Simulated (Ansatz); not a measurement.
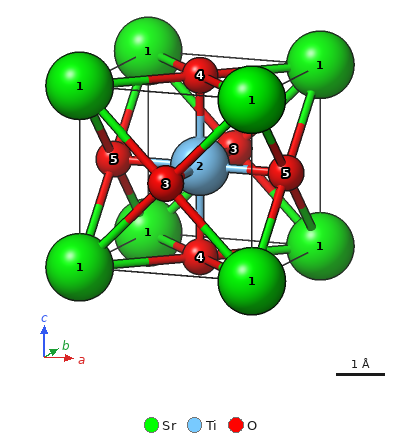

Fig. 1: The structure as given in the input (ball-and-stick view of the cell of the calculation, seen slightly off an axis; atoms are numbered from 1 in the order of the input). An atom can appear more than once, as a periodic image.

SrTiO3: geometry relaxation (part 1 of 2)

- system: SrTiO3 (Pm-3m, 5 atoms in the cell)
- method: DFT PBE, scalar-relativistic, plane waves, PAW, no spin polarisation (Ansatz 0.2.0)

The structure derives from a Materials Project entry. Figures and captions count atoms from 1; the log counts them from 0 in places.

**Input**
```yaml
crystal:
  lattice:
    - [3.91270131, 0.0, 0.0]
    - [0.0, 3.91270131, 0.0]
    - [0.0, 0.0, 3.91270131]
  atoms:
    - { symbol: Sr, position: [0.0, 0.0, 0.0] }
    - { symbol: Ti, position: [0.5, 0.5, 0.5] }
    - { symbol: O, position: [0.5, 0.0, 0.5] }
    - { symbol: O, position: [0.5, 0.5, 0.0] }
    - { symbol: O, position: [0.0, 0.5, 0.5] }
basis:
  ecutwfc: 420
kpoints:
  mp_grid: { grid: [8, 8, 8] }
hamiltonian:
  xc: pbe
scf:
  occupations: { method: gaussian, width: 0.02 }
output:
  forces: true
  stress: true
  eigenvalues: true
relax:
  adjacent_minimum: "off"
  f_tol: 0.005
  max_steps: 80
  cell: { stress_tol: 0.05 }
```

Command:
```bash
ansatz run input.yaml --threads 4 --pin off --max-ram 8192MiB --backend cpu --events-out ev --progress --plain --runs-dir out
```

**Log**
```
Engine: ansatz 0.2.0, aarch64-unknown-linux-gnu
Pseudopotentials: kind: paw
Pseudopotential: Sr, paw, valence charge 10, recommended cutoff 420 eV (normal), Sr.paw.azcp
Pseudopotential: Ti, paw, valence charge 12, recommended cutoff 420 eV (normal), Ti.paw.azcp
Pseudopotential: O, paw, valence charge 6, recommended cutoff 420 eV (normal), O.paw.azcp
Functional definition: PBE
  parameter kappa = 0.804
  parameter beta = 0.06672455060314922
  exchange = pbe_x(kappa = kappa, mu = beta*pi^2/3)
  correlation = pbe_c(beta = beta)
Crystal: 5 atoms, lattice volume = 59.900 Å³
Basis set: ecut = 420 eV, 1189 PW (Γ), exchange–correlation on 54×54×54 points (8 copies of the dense FFT grid, shifted against one another)
Bands: 25, of which v1, the nominal top of the filled ones, is band 20 counted from 1 (19 counted from 0)
Symmetry: 48 space group operations
Space group: Pm-3m (ITA 221), of the structure as read, at distance tolerance 3.9e-5 Å
k-points: 35 of 512
Non-local potential: Sr, projectors of the file, l = 0: 3, l = 1: 2, l = 2: 2
Non-local potential: Ti, projectors of the file, l = 0: 3, l = 1: 2, l = 2: 3, l = 3: 1
Non-local potential: O, projectors of the file, l = 0: 2, l = 1: 2, l = 2: 1
PAW form: soft (Blöchl's): semilocal exchange-correlation on the pseudo side does not see the compensation charge
PAW one-centre angular grid: Sr, 110 points (default); XC on 64 Gauss nodes
PAW one-centre angular grid: Ti, 590 points (default); XC on 64 Gauss nodes
PAW one-centre angular grid: O, 110 points (default); XC on 64 Gauss nodes
Initial density: superposition of atomic densities (neutral atoms: chi_scale 0, normalization atom), corrected by the library's trained network
Initial wavefunctions: pseudopotential atomic-orbital guess
Functional: x = pbe(κ = 0.804, μ = 0.2195149727645171), c = pbe(β = 0.06672455060314922)
SCF iter   1: F=—  HF=-7754.474628 eV  |F-HF|=—  |Δ(HF+E_count)|=         —  Δρ=2.00e-3  dr2=1.41e-3  ethr=1.77e-3  ⟨swp⟩=7.6  Hψ=4690  notcnv=0
preconditioner: auto → Resta (q_TF=auto, 2.551 Å⁻¹)  ε∞=5.6  [insulator: Δε(μ)=1.856 eV  Ē_g=12.212 eV  σ=0.020 eV  W_gap=1.00  n_scr=18 (ndim 8)  ℏωp=26.3 eV  f_vac=0.000  D(μ)=0.00/eV (n_scr^D=0)  ε∞_Penn≈5.6]
SCF iter   2: F=—  HF=-7754.477010 eV  |F-HF|=—  |Δ(HF+E_count)|=   2.38e-3  Δρ=9.35e-4  dr2=2.26e-4  ethr=3.51e-6  ⟨swp⟩=3.1  Hψ=1931  notcnv=0  defer=19
SCF iter   3: F=—  HF=-7754.477129 eV  |F-HF|=—  |Δ(HF+E_count)|=   1.19e-4  Δρ=2.13e-4  dr2=1.87e-5  ethr=5.64e-7  ⟨swp⟩=2.5  Hψ=1228  notcnv=0  defer=22
SCF iter   4: F=—  HF=-7754.476514 eV  |F-HF|=—  |Δ(HF+E_count)|=   6.15e-4  Δρ=6.27e-5  dr2=3.00e-6  ethr=4.66e-8  ⟨swp⟩=2.0  Hψ=1513  notcnv=0  defer=22
SCF iter   5: F=—  HF=-7754.476514 eV  |F-HF|=—  |Δ(HF+E_count)|=   2.65e-7  Δρ=2.35e-5  dr2=5.11e-7  ethr=7.49e-9  ⟨swp⟩=1.9  Hψ=893  notcnv=0  defer=22
SCF iter   6: F=-7754.476514 eV  HF=-7754.476514 eV  |F-HF|=3.12e-8  |Δ(HF+E_count)|=   7.34e-8  Δρ=5.42e-6  dr2=4.04e-8  ethr=2.50e-10  ⟨swp⟩=8.8  Hψ=3971  notcnv=0
SCF 1 converged in 6 iterations: F = -7754.476514 eV  dr2 = 4.04e-8
  greatest PAW one-centre occupation: 0.999 electrons in one spin orbital (limit 2), on the Ti atom at site 1 (counted from 0), in its partial waves of l = 0
relax step   1: F+E_penalty+E_count = -7754.47651406 eV  Δ(F+E_penalty+E_count) = +0.000e0 eV  max|allowed force component| = 1.595e-29 eV/Å  Δτ_max = 0.0000 Å  P = +3.221 GPa  Ω = 59.900 Å³  (6 SCF iters, dr2 threshold 1.00e-7 eV, accepted)
Crystal: 5 atoms, lattice volume = 60.876 Å³
Basis set: ecut = 420 eV, 1213 PW (Γ), exchange–correlation on 54×54×54 points (8 copies of the dense FFT grid, shifted against one another)
Initial density: handed on by an earlier stage of this run
Initial wavefunctions: those handed on with the density
iter 1 solved again at ethr=4.66e-6 eV; its pass at ethr=3.10e-3 eV (dr2=1.87e-3 eV) is discarded
SCF iter   1: F=—  HF=-7754.484403 eV  |F-HF|=—  |Δ(HF+E_count)|=         —  Δρ=2.09e-3  dr2=2.00e-3  ethr=4.66e-6  ⟨swp⟩=2.1  Hψ=4829  notcnv=0
preconditioner: auto → Resta (q_TF=auto, 2.544 Å⁻¹)  ε∞=5.6  [insulator: Δε(μ)=1.825 eV  Ē_g=12.106 eV  σ=0.020 eV  W_gap=1.00  n_scr=18 (ndim 8)  ℏωp=26.1 eV  f_vac=0.000  D(μ)=0.00/eV (n_scr^D=0)  ε∞_Penn≈5.6]
SCF iter   2: F=—  HF=-7754.484037 eV  |F-HF|=—  |Δ(HF+E_count)|=   3.66e-4  Δρ=6.68e-4  dr2=2.20e-4  ethr=4.66e-6  ⟨swp⟩=2.1  Hψ=1374  notcnv=0
SCF iter   3: F=—  HF=-7754.483400 eV  |F-HF|=—  |Δ(HF+E_count)|=   6.37e-4  Δρ=2.42e-4  dr2=3.12e-5  ethr=5.51e-7  ⟨swp⟩=2.1  Hψ=1340  notcnv=0
iter 4 did not close the SCF: its close was put off for the readings that it lacked (scf_convergence_deferred on its scf_iter line)
SCF iter   4: F=-7754.483408 eV  HF=-7754.483408 eV  |F-HF|=4.48e-7  |Δ(HF+E_count)|=   7.98e-6  Δρ=4.14e-5  dr2=4.41e-7  ethr=7.79e-8  ⟨swp⟩=2.9  Hψ=1716  notcnv=0
iter 5 did not close the SCF: its close was put off for the readings that it lacked (scf_convergence_deferred on its scf_iter line)
SCF iter   5: F=-7754.483409 eV  HF=-7754.483409 eV  |F-HF|=3.96e-8  |Δ(HF+E_count)|=   5.22e-7  Δρ=7.95e-6  dr2=3.36e-8  ethr=1.10e-9  ⟨swp⟩=2.0  Hψ=1341  notcnv=0
SCF iter   6: F=-7754.483409 eV  HF=-7754.483409 eV  |F-HF|=2.41e-9  |Δ(HF+E_count)|=   4.75e-8  Δρ=1.79e-6  dr2=2.32e-9  ethr=8.40e-11  ⟨swp⟩=2.3  Hψ=3028  notcnv=0
SCF 2 converged in 6 iterations: F = -7754.483409 eV  dr2 = 2.32e-9
relax step   2: F+E_penalty+E_count = -7754.48340860 eV  Δ(F+E_penalty+E_count) = -6.895e-3 eV  max|allowed force component| = 7.772e-30 eV/Å  Δτ_max = 0.0000 Å  P = +0.234 GPa  Ω = 60.876 Å³  energy of the carried Pulay correction = -3.507e-3 eV  (6 SCF iters, dr2 threshold 5.00e-7 eV, accepted)
Crystal: 5 atoms, lattice volume = 60.954 Å³
iter 1 solved again at ethr=2.97e-8 eV; its pass at ethr=3.10e-3 eV (dr2=1.19e-5 eV) is discarded
SCF iter   1: F=—  HF=-7754.483826 eV  |F-HF|=—  |Δ(HF+E_count)|=         —  Δρ=1.49e-4  dr2=9.78e-6  ethr=2.97e-8  ⟨swp⟩=2.0  Hψ=4631  notcnv=0
preconditioner: auto → Resta (q_TF=auto, 2.543 Å⁻¹)  ε∞=5.6  [insulator: Δε(μ)=1.840 eV  Ē_g=12.106 eV  σ=0.020 eV  W_gap=1.00  n_scr=18 (ndim 8)  ℏωp=26.1 eV  f_vac=0.000  D(μ)=0.00/eV (n_scr^D=0)  ε∞_Penn≈5.6]
SCF iter   2: F=—  HF=-7754.483190 eV  |F-HF|=—  |Δ(HF+E_count)|=   6.36e-4  Δρ=6.29e-5  dr2=1.94e-6  ethr=2.44e-8  ⟨swp⟩=2.0  Hψ=1575  notcnv=0
SCF iter   3: F=—  HF=-7754.483190 eV  |F-HF|=—  |Δ(HF+E_count)|=   1.02e-7  Δρ=1.67e-5  dr2=1.43e-7  ethr=4.85e-9  ⟨swp⟩=2.7  Hψ=1370  notcnv=0
iter 4 did not close the SCF: its close was put off for the readings that it lacked (scf_convergence_deferred on its scf_iter line)
SCF iter   4: F=-7754.483190 eV  HF=-7754.483190 eV  |F-HF|=2.18e-9  |Δ(HF+E_count)|=   4.51e-8  Δρ=5.27e-6  dr2=1.67e-8  ethr=3.58e-10  ⟨swp⟩=2.4  Hψ=1317  notcnv=0
iter 5 did not close the SCF: its close was put off for the readings that it lacked (scf_convergence_deferred on its scf_iter line)
SCF iter   5: F=-7754.483190 eV  HF=-7754.483190 eV  |F-HF|=1.91e-11  |Δ(HF+E_count)|=   8.84e-9  Δρ=1.41e-6  dr2=7.50e-10  ethr=4.17e-11  ⟨swp⟩=2.0  Hψ=1392  notcnv=0
SCF iter   6: F=-7754.483190 eV  HF=-7754.483190 eV  |F-HF|=2.73e-12  |Δ(HF+E_count)|=  3.06e-10  Δρ=3.39e-7  dr2=7.16e-11  ethr=1.88e-12  ⟨swp⟩=1.4  Hψ=2230  notcnv=0
SCF 3 converged in 6 iterations: F = -7754.483190 eV  dr2 = 7.16e-11
relax step   3: F+E_penalty+E_count = -7754.48318982 eV  Δ(F+E_penalty+E_count) = +2.188e-4 eV  max|allowed force component| = 6.904e-30 eV/Å  Δτ_max = 0.0000 Å  P = +0.006 GPa  Ω = 60.954 Å³  energy of the carried Pulay correction = -3.784e-3 eV  (6 SCF iters, dr2 threshold 1.37e-7 eV, accepted)
Initial wavefunctions: pseudopotential atomic-orbital guess (no wavefunctions were taken with the density)
iter 1 solved again at ethr=3.71e-7 eV; its pass at ethr=3.10e-3 eV (dr2=1.49e-4 eV) is discarded
SCF iter   1: F=—  HF=-7754.487688 eV  |F-HF|=—  |Δ(HF+E_count)|=         —  Δρ=2.90e-4  dr2=3.72e-6  ethr=3.71e-7  ⟨swp⟩=3.8  Hψ=7038  notcnv=0
preconditioner: auto → Resta (q_TF=auto, 2.543 Å⁻¹)  ε∞=5.6  [insulator: Δε(μ)=1.843 eV  Ē_g=12.106 eV  σ=0.020 eV  W_gap=1.00  n_scr=18 (ndim 8)  ℏωp=26.1 eV  f_vac=0.000  D(μ)=0.00/eV (n_scr^D=0)  ε∞_Penn≈5.6]
SCF iter   2: F=—  HF=-7754.487297 eV  |F-HF|=—  |Δ(HF+E_count)|=   3.91e-4  Δρ=1.42e-4  dr2=6.54e-7  ethr=9.31e-9  ⟨swp⟩=2.2  Hψ=1585  notcnv=0
SCF iter   3: F=—  HF=-7754.487382 eV  |F-HF|=—  |Δ(HF+E_count)|=   8.55e-5  Δρ=4.52e-5  dr2=8.50e-8  ethr=1.64e-9  ⟨swp⟩=2.9  Hψ=1482  notcnv=0
SCF iter   4: F=—  HF=-7754.487391 eV  |F-HF|=—  |Δ(HF+E_count)|=   8.83e-6  Δρ=1.42e-6  dr2=7.51e-10  ethr=2.13e-10  ⟨swp⟩=2.0  Hψ=1396  notcnv=0
SCF iter   5: F=—  HF=-7754.487391 eV  |F-HF|=—  |Δ(HF+E_count)|=   4.34e-9  Δρ=3.86e-7  dr2=1.17e-10  ethr=1.88e-12  ⟨swp⟩=2.7  Hψ=1441  notcnv=0
SCF iter   6: F=-7754.487391 eV  HF=-7754.487391 eV  |F-HF|=3.64e-12  |Δ(HF+E_count)|=  3.27e-11  Δρ=1.17e-7  dr2=6.84e-12  ethr=1.00e-12  ⟨swp⟩=4.4  Hψ=3125  notcnv=0
SCF 4 converged in 6 iterations: F = -7754.487391 eV  dr2 = 6.84e-12
relax step   4: F+E_penalty+E_count = -7754.48739120 eV  Δ(F+E_penalty+E_count) = -4.201e-3 eV  max|allowed force component| = 1.324e-29 eV/Å  Δτ_max = 0.0000 Å  P = +0.125 GPa  Ω = 60.954 Å³  stress off target by 1.25e-1 GPa  SCF on the basis re-selected at this cell (its energy is not comparable with the rows above)  (6 SCF iters)
basis re-selected at this cell: Δ(F+E_penalty+E_count) = -4.201e-3 eV, ΔP = +0.119 GPa vs the last step (what re-selecting the basis moved, of the pressure what is left beyond the Pulay correction that the steps carried, after the strain that the cell walked since its last selection, with what the two solves' SCF thresholds leave and, on support functions, any second-order correction that the steps lacked; it is no measure of the basis error at this ecutwfc). This SCF's stress stands 1.25e-1 GPa from its target on what of the cell is left free (relax.cell.stress_tol is 5.00e-2 GPa) and its largest allowed force component is 1.32e-29 eV/Å (relax.f_tol is 5.00e-3 eV/Å): not within both, so this SCF does not close the relaxation
Crystal: 5 atoms, lattice volume = 60.997 Å³
iter 1 solved again at ethr=7.79e-9 eV; its pass at ethr=3.10e-3 eV (dr2=3.12e-6 eV) is discarded
SCF iter   1: F=—  HF=-7754.487900 eV  |F-HF|=—  |Δ(HF+E_count)|=         —  Δρ=7.75e-5  dr2=2.47e-6  ethr=7.79e-9  ⟨swp⟩=2.1  Hψ=4561  notcnv=0
preconditioner: auto → Resta (q_TF=auto, 2.543 Å⁻¹)  ε∞=5.6  [insulator: Δε(μ)=1.841 eV  Ē_g=12.101 eV  σ=0.020 eV  W_gap=1.00  n_scr=18 (ndim 8)  ℏωp=26.0 eV  f_vac=0.000  D(μ)=0.00/eV (n_scr^D=0)  ε∞_Penn≈5.6]
SCF iter   2: F=—  HF=-7754.487257 eV  |F-HF|=—  |Δ(HF+E_count)|=   6.43e-4  Δρ=3.93e-5  dr2=7.46e-7  ethr=6.18e-9  ⟨swp⟩=2.1  Hψ=1581  notcnv=0
SCF iter   3: F=—  HF=-7754.487257 eV  |F-HF|=—  |Δ(HF+E_count)|=   5.73e-8  Δρ=9.95e-6  dr2=4.91e-8  ethr=1.86e-9  ⟨swp⟩=2.2  Hψ=1226  notcnv=0
iter 4 did not close the SCF: its close was put off for the readings that it lacked (scf_convergence_deferred on its scf_iter line)
SCF iter   4: F=-7754.487257 eV  HF=-7754.487257 eV  |F-HF|=3.42e-9  |Δ(HF+E_count)|=   8.61e-9  Δρ=4.58e-6  dr2=1.29e-8  ethr=1.23e-10  ⟨swp⟩=2.2  Hψ=1310  notcnv=0
iter 5 did not close the SCF: its close was put off for the readings that it lacked (scf_convergence_deferred on its scf_iter line)
SCF iter   5: F=-7754.487257 eV  HF=-7754.487257 eV  |F-HF|=7.64e-11  |Δ(HF+E_count)|=   2.73e-9  Δρ=1.01e-6  dr2=2.95e-10  ethr=3.24e-11  ⟨swp⟩=2.3  Hψ=1400  notcnv=0
SCF iter   6: F=-7754.487257 eV  HF=-7754.487257 eV  |F-HF|=9.09e-13  |Δ(HF+E_count)|=  1.77e-10  Δρ=2.49e-7  dr2=3.22e-11  ethr=1.00e-12  ⟨swp⟩=1.9  Hψ=2381  notcnv=0
SCF 5 converged in 6 iterations: F = -7754.487257 eV  dr2 = 3.22e-11
relax step   5: F+E_penalty+E_count = -7754.48725703 eV  Δ(F+E_penalty+E_count) = +1.342e-4 eV  max|allowed force component| = 4.060e-29 eV/Å  Δτ_max = 0.0000 Å  P = +0.003 GPa  Ω = 60.997 Å³  energy of the carried Pulay correction = -1.513e-4 eV  (6 SCF iters, dr2 threshold 3.90e-8 eV, accepted)
iter 1 solved again at ethr=3.54e-7 eV; its pass at ethr=3.10e-3 eV (dr2=1.42e-4 eV) is discarded
SCF iter   1: F=—  HF=-7754.488119 eV  |F-HF|=—  |Δ(HF+E_count)|=         —  Δρ=3.50e-5  dr2=3.11e-7  ethr=3.54e-7  ⟨swp⟩=3.8  Hψ=7045  notcnv=0
preconditioner: auto → Resta (q_TF=auto, 2.543 Å⁻¹)  ε∞=5.6  [insulator: Δε(μ)=1.842 eV  Ē_g=12.101 eV  σ=0.020 eV  W_gap=1.00  n_scr=18 (ndim 8)  ℏωp=26.0 eV  f_vac=0.000  D(μ)=0.00/eV (n_scr^D=0)  ε∞_Penn≈5.6]
SCF iter   2: F=—  HF=-7754.487481 eV  |F-HF|=—  |Δ(HF+E_count)|=   6.38e-4  Δρ=1.50e-5  dr2=5.04e-8  ethr=7.77e-10  ⟨swp⟩=2.9  Hψ=1784  notcnv=0
SCF iter   3: F=—  HF=-7754.487481 eV  |F-HF|=—  |Δ(HF+E_count)|=   1.85e-7  Δρ=1.04e-5  dr2=2.34e-8  ethr=1.26e-10  ⟨swp⟩=1.0  Hψ=876  notcnv=0
SCF iter   4: F=—  HF=-7754.487481 eV  |F-HF|=—  |Δ(HF+E_count)|=   1.96e-7  Δρ=1.12e-6  dr2=5.78e-10  ethr=5.85e-11  ⟨swp⟩=1.3  Hψ=890  notcnv=0
SCF iter   5: F=—  HF=-7754.487481 eV  |F-HF|=—  |Δ(HF+E_count)|=   1.11e-9  Δρ=5.40e-7  dr2=1.31e-10  ethr=1.45e-12  ⟨swp⟩=2.1  Hψ=1115  notcnv=0
SCF iter   6: F=-7754.487481 eV  HF=-7754.487481 eV  |F-HF|=9.09e-12  |Δ(HF+E_count)|=  1.95e-10  Δρ=2.78e-7  dr2=2.89e-11  ethr=1.00e-12  ⟨swp⟩=4.4  Hψ=2990  notcnv=0
SCF 6 converged in 6 iterations: F = -7754.487481 eV  dr2 = 2.89e-11
relax step   6: F+E_penalty+E_count = -7754.48748118 eV  Δ(F+E_penalty+E_count) = -2.242e-4 eV  max|allowed force component| = 7.983e-29 eV/Å  Δτ_max = 0.0000 Å  P = +0.006 GPa  Ω = 60.997 Å³  stress off target by 5.54e-3 GPa  SCF on the basis re-selected at this cell (its energy is not comparable with the rows above)  (6 SCF iters)
```
